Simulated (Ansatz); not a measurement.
## Geometry relaxation of Ge$_{2}$H (part 2 of 2)

The same run, continued: Ge$_{2}$H (slab, 24 atoms in the cell); DFT PBE+D3(BJ), scalar-relativistic, plane waves, PAW, no spin polarisation (Ansatz 0.2.0); cutoff 420 eV, 3×3×1 k-mesh, Gaussian smearing of 0.1 eV. The structure derives from an entry of the Crystallography Open Database. The input holds or restrains some coordinates. Forces given for the steps count only the free coordinates. It belongs to a series of runs on one base structure; here: clean slab, lower planes held.

Geometry of the input (Å; fractional positions):
```
8.0601  0.0000  0.0000
-4.0301  6.9803  0.0000
0.0000  0.0000  23.1732
Ge 0.6667  0.3333  0.4113
Ge 0.6667  0.8333  0.4113
Ge 0.1667  0.3333  0.4113
Ge 0.1667  0.8333  0.4113
Ge 0.5000  0.5000  0.4468
Ge 0.5000  0.0000  0.4468
Ge 0.0000  0.5000  0.4468
Ge 0.0000  0.0000  0.4468
Ge 0.0000  0.5000  0.5532
Ge 0.0000  0.0000  0.5532
Ge 0.5000  0.5000  0.5532
Ge 0.5000  0.0000  0.5532
Ge 0.8333  0.6667  0.5887
Ge 0.8333  0.1667  0.5887
Ge 0.3333  0.6667  0.5887
Ge 0.3333  0.1667  0.5887
H  0.6667  0.3333  0.3452
H  0.6667  0.8333  0.3452
H  0.1667  0.3333  0.3452
H  0.1667  0.8333  0.3452
H  0.8333  0.6667  0.6548
H  0.8333  0.1667  0.6548
H  0.3333  0.6667  0.6548
H  0.3333  0.1667  0.6548
```

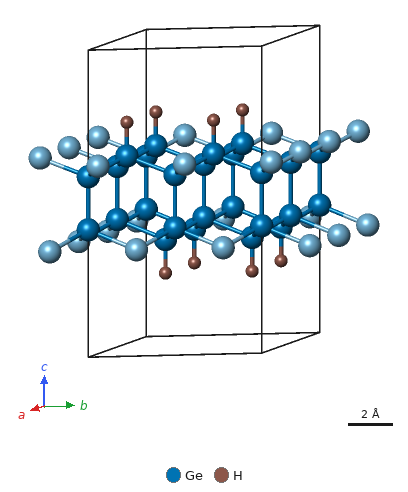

Fig. 1: The geometry at step 2 of the log (ball-and-stick view of the cell of the calculation, with the vacuum cut short, seen slightly off an axis; neighbours outside the cell are drawn fainter).

**What the program printed, continued**
```
--- Per-component energies (eV) ---
  E_band       = -4460.800914
  E_kinetic    = 1883.952448
  E_local      = -217470.209184  (includes V_loc(G=0)·N_el)
  E_nonlocal   = 6716.554460
  E_hartree    = 105278.158700
  E_xc         = -1274.958492
  E_vxc        = -1118.497381  (∫ρ·V_xc dr)
  E_paw        = -32331.243832  (= ΣΔE_a)
  E_vpaw       = -5028.896170  (= ΣTr[D̂ρ^β])
  E_aug_tail   = -0.005746  (compensation charges beyond the density's cutoff)
  E_efield     = 0.000002  (sawtooth field / dipole correction)
  E_vefield    = 0.002971  (∫n·V_field dr)
  E_ewald      = 68353.160197
  E_disp       = -3.554475  (pairwise vdW)
  E_smearing   = -0.000000  (= −TS)
  E_closure    = 0.000000  (closes the sum)
  Σ components = -68848.145922   (vs F -68848.145922, Δ=0.00e0)
--- Forces (eV/Å), atoms counted from 1 ---
  atom   1  Ge    -0.00000000     0.00000000     0.24066286
  atom   2  Ge     0.00000000     0.00000000     0.24066286
  atom   3  Ge    -0.00000000     0.00000000     0.24066286
  atom   4  Ge    -0.00000000     0.00000000     0.24066286
  atom   5  Ge     0.00000000    -0.00000000    -0.23816047
  atom   6  Ge     0.00000000    -0.00000000    -0.23816047
  atom   7  Ge    -0.00000000    -0.00000000    -0.23816047
  atom   8  Ge    -0.00000000    -0.00000000    -0.23816047
  atom   9  Ge     0.00000000     0.00000000     0.00032261
  atom  10  Ge     0.00000000     0.00000000     0.00032261
  atom  11  Ge     0.00000000     0.00000000     0.00032261
  atom  12  Ge    -0.00000000     0.00000000     0.00032261
  atom  13  Ge    -0.00000000    -0.00000000     0.00160873
  atom  14  Ge    -0.00000000    -0.00000000     0.00160873
  atom  15  Ge    -0.00000000    -0.00000000     0.00160873
  atom  16  Ge    -0.00000000    -0.00000000     0.00160873
  atom  17  H     -0.00000000     0.00000000    -0.00401437
  atom  18  H     -0.00000000     0.00000000    -0.00401437
  atom  19  H     -0.00000000    -0.00000000    -0.00401437
  atom  20  H     -0.00000000     0.00000000    -0.00401437
  atom  21  H     -0.00000000    -0.00000000    -0.00051646
  atom  22  H     -0.00000000    -0.00000000    -0.00051646
  atom  23  H     -0.00000000    -0.00000000    -0.00051646
  atom  24  H      0.00000000    -0.00000000    -0.00051646
  max |Σ_I F_I| component: 3.88e-4 eV/Å
--- Band table (eV) ---
  k-point 0: bands = ["-25.3329", "-25.3329", "-25.3329", "-25.3181", "-25.3181", "-25.3181", "-25.3119", "-25.3119", "-25.2872", "-25.2872", "-25.2872", "-25.2729", "-25.2628", "-25.2628", "-25.2628", "-25.2538", "-25.2538", "-25.2411", "-25.2411", "-25.2411", "-25.2295", "-25.2295", "-25.2204", "-25.2204", "-25.2204", "-25.1924", "-25.1924", "-25.1924", "-25.1782", "-25.1742", "-25.1742", "-25.1742", "-25.1721", "-25.1721", "-25.1516", "-25.1516", "-25.1516", "-25.1279", "-25.1279", "-25.1279", "-25.1161", "-25.1110", "-25.1110", "-25.1110", "-25.0989", "-25.0989", "-25.0989", "-25.0815", "-25.0815", "-25.0815", "-25.0759", "-25.0759", "-25.0679", "-25.0679", "-25.0679", "-25.0513", "-25.0513", "-25.0513", "-25.0442", "-25.0442", "-25.0371", "-25.0371", "-25.0371", "-25.0311", "-25.0162", "-25.0162", "-25.0162", "-25.0108", "-25.0108", "-25.0108", "-25.0009", "-25.0009", "-24.9752", "-24.9752", "-24.9632", "-24.9632", "-24.9632", "-24.9569", "-24.9569", "-24.9569", "-12.8127", "-11.8361", "-10.8852", "-10.8852", "-10.8852", "-10.1694", "-10.1694", "-10.1694", "-9.0545", "-9.0545", "-9.0545", "-8.0064", "-8.0064", "-8.0064", "-7.7396", "-5.8410", "-4.9909", "-4.9909", "-4.9909", "-4.4279", "-4.4279", "-4.4279", "-3.1695", "-3.1695", "-3.1695", "-3.0906", "-3.0906", "-3.0906", "-2.6258", "-2.3034", "-2.3034", "-2.3034", "-1.5960", "-1.5960", "-0.8587", "-0.8587", "-0.1777", "0.0864", "0.5708", "0.5708", "0.5708", "0.6443", "0.6443", "0.6443", "1.5352", "1.5352", "1.5352", "2.2627", "2.5788", "2.5788", "3.0471", "3.1121", "3.1121", "3.1121", "3.2013", "3.2013", "3.6127", "3.9600", "4.1594", "4.1594"]
  k-point 1: bands = ["-25.3457", "-25.3457", "-25.3298", "-25.3216", "-25.3201", "-25.3189", "-25.3150", "-25.3150", "-25.2834", "-25.2818", "-25.2818", "-25.2769", "-25.2722", "-25.2722", "-25.2603", "-25.2540", "-25.2493", "-25.2444", "-25.2263", "-25.2263", "-25.2218", "-25.2197", "-25.2162", "-25.2139", "-25.2139", "-25.2013", "-25.1840", "-25.1840", "-25.1766", "-25.1661", "-25.1656", "-25.1656", "-25.1604", "-25.1567", "-25.1549", "-25.1497", "-25.1497", "-25.1337", "-25.1305", "-25.1305", "-25.1214", "-25.1214", "-25.1162", "-25.1150", "-25.1033", "-25.1033", "-25.1005", "-25.0956", "-25.0905", "-25.0880", "-25.0848", "-25.0848", "-25.0787", "-25.0787", "-25.0629", "-25.0548", "-25.0526", "-25.0526", "-25.0470", "-25.0470", "-25.0427", "-25.0374", "-25.0351", "-25.0270", "-25.0178", "-25.0141", "-25.0141", "-25.0124", "-25.0060", "-25.0060", "-25.0053", "-25.0049", "-24.9671", "-24.9670", "-24.9631", "-24.9631", "-24.9628", "-24.9591", "-24.9478", "-24.9478", "-12.5223", "-11.7021", "-11.5505", "-10.9859", "-10.9859", "-10.7644", "-10.1396", "-10.1396", "-8.9796", "-8.9796", "-8.3222", "-7.7675", "-7.7217", "-7.7217", "-6.9183", "-5.9519", "-4.9652", "-4.9652", "-4.9381", "-4.3141", "-4.3141", "-4.2037", "-4.0011", "-4.0011", "-3.6737", "-3.3223", "-3.3223", "-2.9314", "-2.8859", "-2.8831", "-2.8831", "-2.8486", "-2.5315", "-2.1492", "-2.0259", "-1.3266", "0.6673", "0.8294", "1.1129", "1.2418", "1.7364", "1.7364", "1.9164", "1.9164", "2.1061", "2.2529", "2.3854", "2.3854", "2.9037", "3.0613", "3.0613", "3.1556", "3.2360", "3.2847", "3.6738", "3.6738", "3.7059", "3.7724", "3.8723", "4.1454"]
  k-point 2: bands = ["-25.3555", "-25.3342", "-25.3342", "-25.3342", "-25.3184", "-25.3184", "-25.3184", "-25.3136", "-25.2857", "-25.2797", "-25.2797", "-25.2797", "-25.2728", "-25.2643", "-25.2643", "-25.2643", "-25.2398", "-25.2398", "-25.2398", "-25.2187", "-25.2162", "-25.2162", "-25.2162", "-25.1980", "-25.1980", "-25.1980", "-25.1903", "-25.1741", "-25.1709", "-25.1709", "-25.1709", "-25.1643", "-25.1566", "-25.1550", "-25.1550", "-25.1550", "-25.1370", "-25.1370", "-25.1370", "-25.1304", "-25.1151", "-25.1151", "-25.1151", "-25.1142", "-25.1065", "-25.1065", "-25.1065", "-25.1058", "-25.0988", "-25.0937", "-25.0937", "-25.0937", "-25.0743", "-25.0729", "-25.0681", "-25.0681", "-25.0681", "-25.0565", "-25.0414", "-25.0414", "-25.0414", "-25.0275", "-25.0275", "-25.0275", "-25.0189", "-25.0189", "-25.0189", "-25.0177", "-25.0057", "-25.0057", "-25.0057", "-24.9968", "-24.9655", "-24.9655", "-24.9655", "-24.9614", "-24.9556", "-24.9556", "-24.9556", "-24.9401", "-11.9615", "-11.9615", "-11.9615", "-11.0052", "-11.0052", "-11.0052", "-10.2341", "-9.6991", "-9.6115", "-8.2089", "-8.0622", "-8.0622", "-8.0622", "-6.4907", "-6.4907", "-6.4907", "-4.9146", "-4.8648", "-4.6294", "-4.6294", "-4.6294", "-4.0404", "-4.0234", "-4.0234", "-4.0234", "-3.9965", "-3.1087", "-3.0248", "-3.0248", "-3.0248", "-2.9013", "-2.9013", "-2.9013", "-2.3749", "-2.3749", "-2.3749", "2.0917", "2.0917", "2.0917", "2.1236", "2.1482", "2.1482", "2.1482", "2.2407", "2.2484", "2.3027", "2.3027", "2.3027", "2.5799", "2.5799", "2.5799", "3.5029", "3.5029", "3.5029", "3.7828", "3.7828", "3.7828", "4.2187", "4.2187", "4.2187"]
--- Relaxed structure (3 steps of the walk, 3 accepted, 0 SCFs on fresh bases) ---
  F+E_penalty+E_count = -68848.14592246 eV   max|allowed force component| = 4.014e-3 eV/Å
  atoms:
    - { symbol: Ge, position: [0.6666666666666666, 0.3333333333333333, 0.4112513458] }
    - { symbol: Ge, position: [0.6666666666666665, 0.8333333333333331, 0.4112513458] }
    - { symbol: Ge, position: [0.16666666666666666, 0.3333333333333333, 0.4112513458] }
    - { symbol: Ge, position: [0.1666666666666666, 0.8333333333333333, 0.4112513458] }
    - { symbol: Ge, position: [0.49999999999999994, 0.4999999999999999, 0.44675080749999996] }
    - { symbol: Ge, position: [0.5000000000000001, 0.0, 0.44675080749999996] }
    - { symbol: Ge, position: [-2.7755575615628914e-17, 0.49999999999999994, 0.44675080749999996] }
    - { symbol: Ge, position: [0.0, 0.0, 0.44675080749999996] }
    - { symbol: Ge, position: [-2.7755575615628914e-17, 0.49999999999999994, 0.5524081679132632] }
    - { symbol: Ge, position: [-3.6164102892553363e-19, -1.0332600826434652e-19, 0.5524081679132632] }
    - { symbol: Ge, position: [0.49999999999999994, 0.4999999999999999, 0.5524081679132632] }
    - { symbol: Ge, position: [0.5000000000000001, -1.0332600848247772e-19, 0.5524081679132632] }
    - { symbol: Ge, position: [0.8333333333333333, 0.6666666666666665, 0.586359197343843] }
    - { symbol: Ge, position: [0.8333333333333334, 0.16666666666666663, 0.586359197343843] }
    - { symbol: Ge, position: [0.33333333333333337, 0.6666666666666665, 0.586359197343843] }
    - { symbol: Ge, position: [0.33333333333333337, 0.16666666666666663, 0.586359197343843] }
    - { symbol: H, position: [0.6666666666666666, 0.3333333333333333, 0.3441908806159128] }
    - { symbol: H, position: [0.6666666666666665, 0.8333333333333331, 0.3441908806159128] }
    - { symbol: H, position: [0.16666666666666666, 0.3333333333333333, 0.3441908806159128] }
    - { symbol: H, position: [0.1666666666666666, 0.8333333333333333, 0.3441908806159128] }
    - { symbol: H, position: [0.8333333333333333, 0.6666666666666665, 0.6534831485864877] }
    - { symbol: H, position: [0.8333333333333334, 0.16666666666666663, 0.6534831485864877] }
    - { symbol: H, position: [0.33333333333333337, 0.6666666666666665, 0.6534831485864877] }
    - { symbol: H, position: [0.33333333333333337, 0.16666666666666663, 0.6534831485864877] }
```

**Trajectory as extended XYZ (Å, eV, eV/Å), 3 frames, from step=1 to step=3**
```
24
Lattice="8.0601 0.0000 0.0000 -4.0301 6.9803 0.0000 0.0000 0.0000 23.1732" Properties=species:S:1:pos:R:3:forces:R:3 step=1 energy=-68848.08491
Ge    4.0301    2.3268    9.5300    0.0000   0.0000   0.6213
Ge    2.0150    5.8169    9.5300    0.0000   0.0000   0.6213
Ge    0.0000    2.3268    9.5300    0.0000   0.0000   0.6213
Ge   -2.0150    5.8169    9.5300    0.0000   0.0000   0.6213
Ge    2.0150    3.4901   10.3526    0.0000   0.0000  -0.0701
Ge    4.0301    0.0000   10.3526    0.0000   0.0000  -0.0701
Ge   -2.0150    3.4901   10.3526    0.0000   0.0000  -0.0701
Ge    0.0000    0.0000   10.3526    0.0000   0.0000  -0.0701
Ge   -2.0150    3.4901   12.8205    0.0000   0.0000   0.0700
Ge    0.0000    0.0000   12.8205    0.0000   0.0000   0.0700
Ge    2.0150    3.4901   12.8205    0.0000   0.0000   0.0700
Ge    4.0301    0.0000   12.8205    0.0000   0.0000   0.0700
Ge    4.0301    4.6535   13.6432    0.0000   0.0000  -0.6213
Ge    6.0451    1.1634   13.6432    0.0000   0.0000  -0.6213
Ge    0.0000    4.6535   13.6432    0.0000   0.0000  -0.6213
Ge    2.0150    1.1634   13.6432    0.0000   0.0000  -0.6213
H     4.0301    2.3268    8.0000    0.0000   0.0000  -0.3754
H     2.0150    5.8169    8.0000    0.0000   0.0000  -0.3754
H     0.0000    2.3268    8.0000    0.0000   0.0000  -0.3754
H    -2.0150    5.8169    8.0000    0.0000   0.0000  -0.3754
H     4.0301    4.6535   15.1732    0.0000   0.0000   0.3755
H     6.0451    1.1634   15.1732    0.0000   0.0000   0.3755
H     0.0000    4.6535   15.1732    0.0000   0.0000   0.3755
H     2.0150    1.1634   15.1732    0.0000   0.0000   0.3755
24
Lattice="8.0601 0.0000 0.0000 -4.0301 6.9803 0.0000 0.0000 0.0000 23.1732" Properties=species:S:1:pos:R:3:forces:R:3 step=2 energy=-68848.13675
Ge    4.0301    2.3268    9.5300    0.0000   0.0000   0.3114
Ge    2.0150    5.8169    9.5300    0.0000   0.0000   0.3114
Ge    0.0000    2.3268    9.5300    0.0000   0.0000   0.3114
Ge   -2.0150    5.8169    9.5300    0.0000   0.0000   0.3114
Ge    2.0150    3.4901   10.3526    0.0000   0.0000  -0.2749
Ge    4.0301    0.0000   10.3526    0.0000   0.0000  -0.2749
Ge   -2.0150    3.4901   10.3526    0.0000   0.0000  -0.2749
Ge    0.0000    0.0000   10.3526    0.0000   0.0000  -0.2749
Ge   -2.0150    3.4901   12.7972    0.0000   0.0000  -0.1041
Ge    0.0000    0.0000   12.7972    0.0000   0.0000  -0.1041
Ge    2.0150    3.4901   12.7972    0.0000   0.0000  -0.1041
Ge    4.0301    0.0000   12.7972    0.0000   0.0000  -0.1041
Ge    4.0301    4.6535   13.5626    0.0000   0.0000   0.0458
Ge    6.0451    1.1634   13.5626    0.0000   0.0000   0.0458
Ge    0.0000    4.6535   13.5626    0.0000   0.0000   0.0458
Ge    2.0150    1.1634   13.5626    0.0000   0.0000   0.0458
H     4.0301    2.3268    7.9815    0.0000   0.0000  -0.0828
H     2.0150    5.8169    7.9815    0.0000   0.0000  -0.0828
H     0.0000    2.3268    7.9815    0.0000   0.0000  -0.0828
H    -2.0150    5.8169    7.9815    0.0000   0.0000  -0.0828
H     4.0301    4.6535   15.1115    0.0000   0.0000   0.1056
H     6.0451    1.1634   15.1115    0.0000   0.0000   0.1056
H     0.0000    4.6535   15.1115    0.0000   0.0000   0.1056
H     2.0150    1.1634   15.1115    0.0000   0.0000   0.1056
24
Lattice="8.0601 0.0000 0.0000 -4.0301 6.9803 0.0000 0.0000 0.0000 23.1732" Properties=species:S:1:pos:R:3:forces:R:3 step=3 energy=-68848.14592
Ge    4.0301    2.3268    9.5300    0.0000   0.0000   0.2407
Ge    2.0150    5.8169    9.5300    0.0000   0.0000   0.2407
Ge    0.0000    2.3268    9.5300    0.0000   0.0000   0.2407
Ge   -2.0150    5.8169    9.5300    0.0000   0.0000   0.2407
Ge    2.0150    3.4901   10.3526    0.0000   0.0000  -0.2382
Ge    4.0301    0.0000   10.3526    0.0000   0.0000  -0.2382
Ge   -2.0150    3.4901   10.3526    0.0000   0.0000  -0.2382
Ge    0.0000    0.0000   10.3526    0.0000   0.0000  -0.2382
Ge   -2.0150    3.4901   12.8011    0.0000   0.0000   0.0003
Ge    0.0000    0.0000   12.8011    0.0000   0.0000   0.0003
Ge    2.0150    3.4901   12.8011    0.0000   0.0000   0.0003
Ge    4.0301    0.0000   12.8011    0.0000   0.0000   0.0003
Ge    4.0301    4.6535   13.5878    0.0000   0.0000   0.0016
Ge    6.0451    1.1634   13.5878    0.0000   0.0000   0.0016
Ge    0.0000    4.6535   13.5878    0.0000   0.0000   0.0016
Ge    2.0150    1.1634   13.5878    0.0000   0.0000   0.0016
H     4.0301    2.3268    7.9760    0.0000   0.0000  -0.0040
H     2.0150    5.8169    7.9760    0.0000   0.0000  -0.0040
H     0.0000    2.3268    7.9760    0.0000   0.0000  -0.0040
H    -2.0150    5.8169    7.9760    0.0000   0.0000  -0.0040
H     4.0301    4.6535   15.1433    0.0000   0.0000  -0.0005
H     6.0451    1.1634   15.1433    0.0000   0.0000  -0.0005
H     0.0000    4.6535   15.1433    0.0000   0.0000  -0.0005
H     2.0150    1.1634   15.1433    0.0000   0.0000  -0.0005
```

**Key numbers**

| quantity | value |
| --- | --- |
| outcome | converged under the restraints of the input |
| electrons treated | 232 |
| free energy | −68848.1459 eV |
| work function, top face | 4.17 eV |
| work function, bottom face | 4.18 eV |
| Fermi energy | −0.513 eV |
| gap on the k-point mesh | 0.68 eV |
| final volume | 1303.77 Å³ |
| work function (upper face) | 4.17 eV |
| largest force (length of the vector) at the end, held atoms and coordinates included | 0.241 eV/Å |
| hardware | 4 threads of Arm Neoverse V2, 24 GiB of memory available, shared host |
| wall time | 34 s (CPU time 2.3 min) |
| peak memory | 2.4 GiB |
